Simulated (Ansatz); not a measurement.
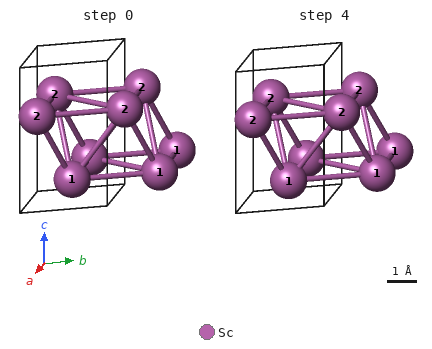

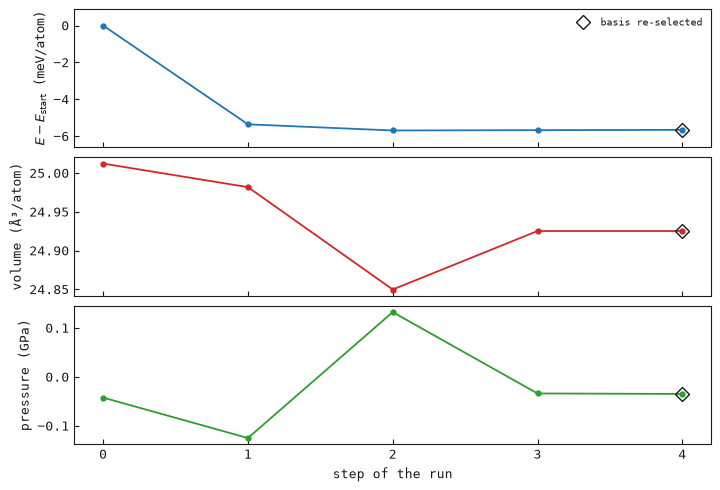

First and last geometry of a relaxation of crystalline Sc (built on the database_194 type), with the history of the run. The picture is a ball-and-stick view of the cell of the calculation, repeated 2 × 2 × 1 with one cell outlined, seen slightly off an axis.

Case: structure listed in a database for this formula (P6_3/mmc, No. 194).

Method: DFT r2SCAN, scalar-relativistic, plane waves, PAW (Ansatz).

The input:
```yaml
crystal:
  lattice:
    - [3.2912249515, 0.0, 0.0]
    - [-1.6456124757, 2.8502844175, 0.0]
    - [0.0, 0.0, 5.33257239]
  atoms:
    - { symbol: Sc, position: [0.33333333, 0.66666667, 0.25] }
    - { symbol: Sc, position: [0.66666667, 0.33333333, 0.75] }
basis:
  ecutwfc: 500
kpoints:
  mp_grid: { grid: [21, 21, 10] }
hamiltonian:
  xc: r2scan
scf:
  occupations: { method: gaussian, width: 0.1 }
output:
  forces: true
  stress: true
  eigenvalues: true
relax:
  adjacent_minimum: "off"
  f_tol: 0.01
  max_steps: 80
  cell: { stress_tol: 0.05 }
```

Read the history and describe the run.

It converged. The atoms keep their places relative to the cell (all moves are under 0.005 Å). The volume changes by −0.3 %, with a = b 3.291 → 3.330 Å (+1.2 %), c 5.333 → 5.189 Å (−2.7 %). Near-neighbour distances that change, for instance: Sc1–Sc2 3.274 → 3.230 Å, Sc1–Sc1 3.291 → 3.330 Å. The space group stays P6_3/mmc (No. 194). After 3 accepted moves (4 points after the start) the energy has fallen by 5.7 meV per atom. All forces vanish by symmetry, so only the cell relaxes. The pressure goes from −0.04 to −0.03 GPa. The SCF was repeated once at an unchanged geometry on a basis and grid sized afresh for the cell, which shifted the energy by less than 0.05 meV per atom at most. The run took roughly 100 core-seconds on a shared host.
